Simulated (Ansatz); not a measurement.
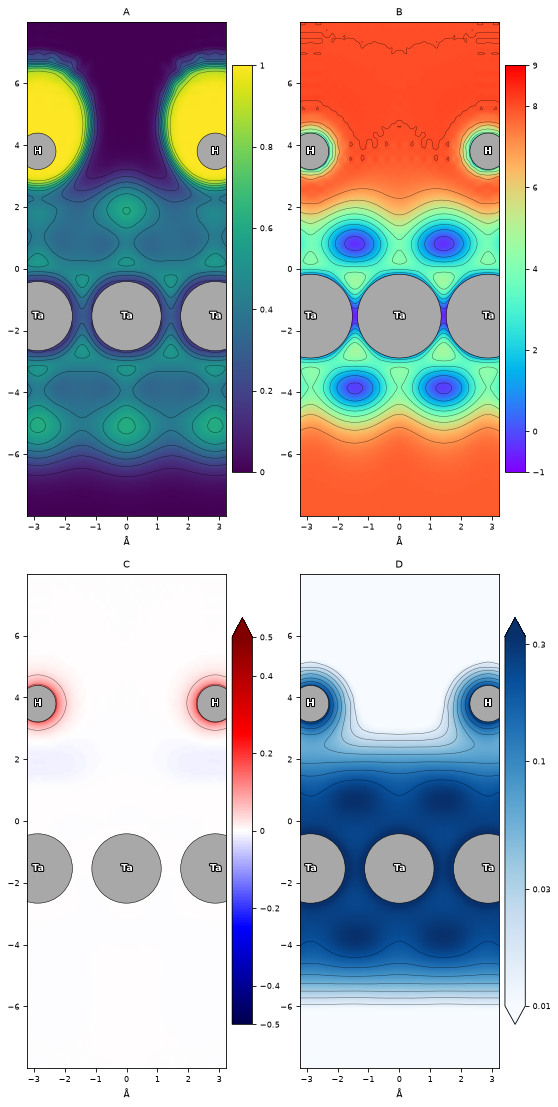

Ta$_{12}$H (slab): 4 fields on the (100) plane of the calculation cell, a cut from vacuum to vacuum, with unlabelled colour scales. Grey discs cover the atomic cores.

Not relaxed (largest force 0.8 eV/Å); spin-polarised.

Computed with Ansatz, DFT PBE, scalar-relativistic, plane waves, PAW.

Q: The panels show electron localisation function, electrostatic potential energy of an electron, spin density and valence pseudo-density in some order. Assign them.

A: Panel A: electron localisation function. Panel B: electrostatic potential energy of an electron (low next to the atoms, rising into the space between them). Panel C: spin density (confined to the magnetic sites and close to zero elsewhere). Panel D: valence pseudo-density. From the grid: Ta–Ta (2.87 Å): the density is about 0.29 e/Å³ at the midpoint; the ELF is about 0.30 at the midpoint (no localised pair shows between them).
